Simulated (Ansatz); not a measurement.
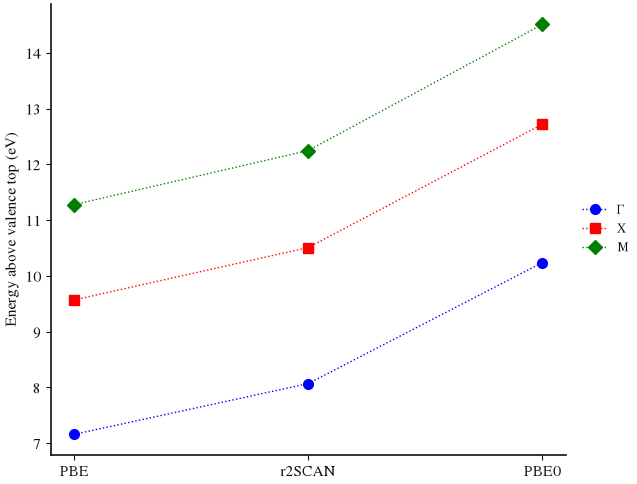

Lowest conduction level at each named k point, counted from the valence-band top at Γ, by several methods on one cell of rutile-type MgF$_{2}$, space group P4_2/mnm, 6 atoms in the cell, relaxed with r2SCAN; a = 4.622 Å, c = 3.046 Å (tetragonal axes). All runs are without spin-orbit coupling and carry no moments. The cell is at 5 GPa in PBE.

| method | program | Γ (eV) | X (eV) | M (eV) |
| --- | --- | --- | --- | --- |
| PBE | Ansatz | 7.16 | 9.57 | 11.28 |
| r2SCAN | Ansatz | 8.07 | 10.51 | 12.25 |
| PBE0 | Ansatz | 10.24 | 12.72 | 14.51 |

Q: One method is left out: HSE06. Predict its row. It was run as: HSE06, Ansatz PAW set, 4×4×6 k mesh, 420 eV cutoff, fixed occupations (Ansatz).

A: HSE06 screens off the long-range part of PBE0's exact exchange, so it lies between PBE and PBE0, here 0.77 eV under PBE0 at Γ. HSE06 gives 9.47 eV at Γ, 11.94 eV at X and 13.72 eV at M, which is +2.31 eV from PBE at Γ.

Q: Does HSE06 shift these levels rigidly from PBE?

A: The shifts are +2.31 eV at Γ, +2.37 eV at X and +2.44 eV at M, and at points that aren't plotted +2.46 eV (Z), +2.45 eV (R) and +2.35 eV (A): over the named points that both runs hold, a spread of 0.15 eV on a mean of 2.40 eV, so one shift describes them well.

Q: How do the methods rank at Γ?

A: From low to high: PBE 7.16, r2SCAN 8.07, HSE06 9.47, PBE0 10.24 eV.

Settings. PBE: Ansatz PAW set, 6×6×8 k mesh, 420 eV cutoff, Fermi-Dirac smearing of 0.02 eV (Ansatz). r2SCAN: Ansatz PAW set, 6×6×8 k mesh, 500 eV cutoff, fixed occupations (Ansatz 0.2.0). PBE0: Ansatz PAW set, 4×4×6 k mesh, 420 eV cutoff, fixed occupations (Ansatz).

r2SCAN, HSE06 and PBE0: the PAW data sets were made with another functional. LDA, GGA and most meta-GGA functionals understate gaps.
